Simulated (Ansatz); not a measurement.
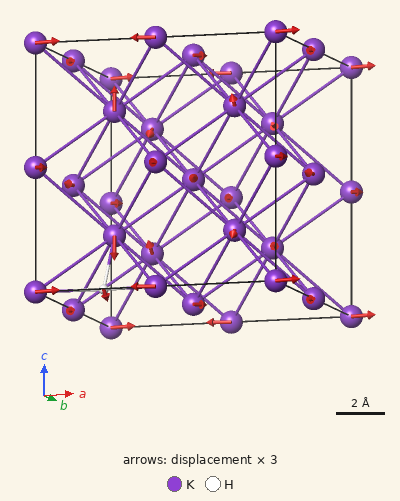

This is a relaxation of a defect cell of composition K16H. The starting structure is drawn; red arrows show the displacements, 3 times their true length.

A ball-and-stick model of the cell of the calculation, seen from a free direction.

Case: H interstitial, charge +0, atoms relaxed.

Theory: DFT PBE, scalar-relativistic, plane waves, PAW in Ansatz. (plane-wave cutoff 420 eV; k-point mesh 2 × 2 × 2; occupations gaussian; smearing width 0.1 eV; mesh shifted by (0.5, 0.5, 0.5); no spin polarisation; atoms relaxed in a fixed cell; force threshold 0.02 eV/Å; at most 60 steps)

Atoms of which element are displaced furthest, and by how much?

Answer. Potassium: up to 0.37 Å, against 0.20 Å for hydrogen.

What happened in the run?

Answer. Over 5 accepted moves (7 points after the start) the energy falls by 0.198 eV per cell of the calculation. Largest force component: 0.23 eV/Å at the start, 0.0041 eV/Å at the end. 2 steps only repeated the SCF at the same geometry. The largest moves, 0.37 Å, are those of K atoms. By element the largest moves are K 0.37 Å, H 0.20 Å. The lattice vectors keep their values. Some distances before and after: K–K 5.283 → 4.550 Å, H–K 3.153 → 2.637 Å, K–K 4.575 → 4.170 Å, H–K 2.929 → 2.638 Å.
